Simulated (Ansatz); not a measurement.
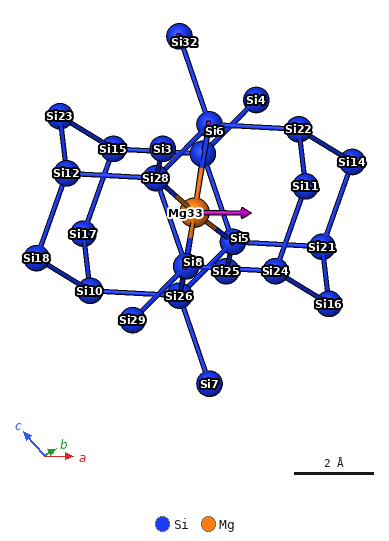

This is a relaxation of a defect cell of composition MgSi$_{32}$ (cell charge +2). The starting structure is drawn; purple arrows show the displacements, at their true length.

The picture is a ball-and-stick view of the atoms within 5.0 Å of the atom that moves most (axes of the conventional cell (2 times the calculation's cell) (origin shifted)), seen from a free direction. Lengths and directions refer to the drawn axes.

Case: Mg interstitial, charge +2, atoms relaxed.

Method: DFT PBE, scalar-relativistic, plane waves, PAW (Ansatz 0.2.0).

Input file:
```yaml
crystal:
  lattice:
    - [1.0e-10, -6.6706137337, 6.3650227274]
    - [-1.0e-10, 6.6706137337, 6.3650227274]
    - [-7.7025612697, -1.0e-10, -6.3650227274]
  atoms:
    - { symbol: Si, position: [0.4897988035, 0.3231321368, 0.75] }
    - { symbol: Si, position: [0.7397988035, 0.5731321368, 0.25] }
    - { symbol: Si, position: [0.1147988035, 0.4481321368, 0.5] }
    - { symbol: Si, position: [0.6147988035, 0.9481321368, 0.5] }
    - { symbol: Si, position: [0.9897988035, 0.8231321368, 0.75] }
    - { symbol: Si, position: [0.8647988035, 0.1981321368, 0.0] }
    - { symbol: Si, position: [0.3647988035, 0.6981321368, 0.0] }
    - { symbol: Si, position: [0.2397988035, 0.0731321368, 0.25] }
    - { symbol: Si, position: [0.6981321368, 0.3647988035, 0.5] }
    - { symbol: Si, position: [0.9481321368, 0.6147988035, 0.0] }
    - { symbol: Si, position: [0.3231321368, 0.4897988035, 0.25] }
    - { symbol: Si, position: [0.8231321368, 0.9897988035, 0.25] }
    - { symbol: Si, position: [0.1981321368, 0.8647988035, 0.5] }
    - { symbol: Si, position: [0.0731321368, 0.2397988035, 0.75] }
    - { symbol: Si, position: [0.5731321368, 0.7397988035, 0.75] }
    - { symbol: Si, position: [0.4481321368, 0.1147988035, 0.0] }
    - { symbol: Si, position: [0.6768678632, 0.5102011965, 0.75] }
    - { symbol: Si, position: [0.9268678632, 0.7602011965, 0.25] }
    - { symbol: Si, position: [0.3018678632, 0.6352011965, 0.5] }
    - { symbol: Si, position: [0.8018678632, 0.1352011965, 0.5] }
    - { symbol: Si, position: [0.1768678632, 0.0102011965, 0.75] }
    - { symbol: Si, position: [0.0518678632, 0.3852011965, 0.0] }
    - { symbol: Si, position: [0.5518678632, 0.8852011965, 0.0] }
    - { symbol: Si, position: [0.4268678632, 0.2602011965, 0.25] }
    - { symbol: Si, position: [0.8852011965, 0.5518678632, 0.5] }
    - { symbol: Si, position: [0.1352011965, 0.8018678632, 0.0] }
    - { symbol: Si, position: [0.5102011965, 0.6768678632, 0.25] }
    - { symbol: Si, position: [0.0102011965, 0.1768678632, 0.25] }
    - { symbol: Si, position: [0.3852011965, 0.0518678632, 0.5] }
    - { symbol: Si, position: [0.2602011965, 0.4268678632, 0.75] }
    - { symbol: Si, position: [0.7602011965, 0.9268678632, 0.75] }
    - { symbol: Si, position: [0.6352011965, 0.3018678632, 0.0] }
    - { symbol: Mg, position: [0.0053302795, -0.0044722335, 0.0004786588] }
total_charge: 2
basis:
  ecutwfc: 420
  xc_grid: 2
kpoints:
  mp_grid: { grid: [2, 2, 2], shift: [0.5, 0.5, 0.5] }
hamiltonian:
  xc: pbe
scf:
  occupations: { method: gaussian, width: 0.02 }
output:
  forces: true
  stress: false
  eigenvalues: true
  write_density: true
  write_potential: true
  elf: true
  volumetric_format: npy
relax:
  adjacent_minimum: "off"
  f_tol: 0.02
  max_steps: 60
```

Command:
```bash
ansatz run input.yaml --threads 4 --pin off --max-ram 8192MiB --backend cpu --events-out ev --progress --plain --runs-dir out
```

Question: Which element moves most?

Answer: Magnesium: up to 1.54 Å, against 0.13 Å for silicon.

Question: What did the optimiser do to the structure, and how much energy did it gain?

Answer: The energy falls by 3.381 eV per cell of the calculation in 11 accepted moves (12 points after the start). The largest force component goes from 3.9 to 0.0074 eV/Å. 1 step only repeated the SCF at the same geometry. The atom that moves furthest is Mg33 (1.54 Å along +a). Largest moves by element: Mg 1.54 Å, Si 0.13 Å. The cell stays as it was. Near-neighbour distances that change, for instance: Si11–Mg33 4.231 → 2.990 Å, Si16–Mg33 4.181 → 2.990 Å, Si22–Mg33 3.601 → 2.624 Å, Si21–Mg33 3.542 → 2.625 Å. New bonds form: Si11–Mg33 (4.23 → 2.99 Å), Si14–Mg33 (4.23 → 2.99 Å), Si16–Mg33 (4.18 → 2.99 Å). Bond angles that change, for instance: Si6–Mg33–Si26 179.3° → 110.8°, Si5–Mg33–Si28 177.0° → 110.4°, Si21–Si5–Mg33 100.3° → 62.2°. The run took 2.9 min on 4 threads of Arm Neoverse V1 (shared host), peak memory 1.5 GiB.

Limits of the set-up: the cell is charged, on a uniform background, and energies carry no finite-size correction.
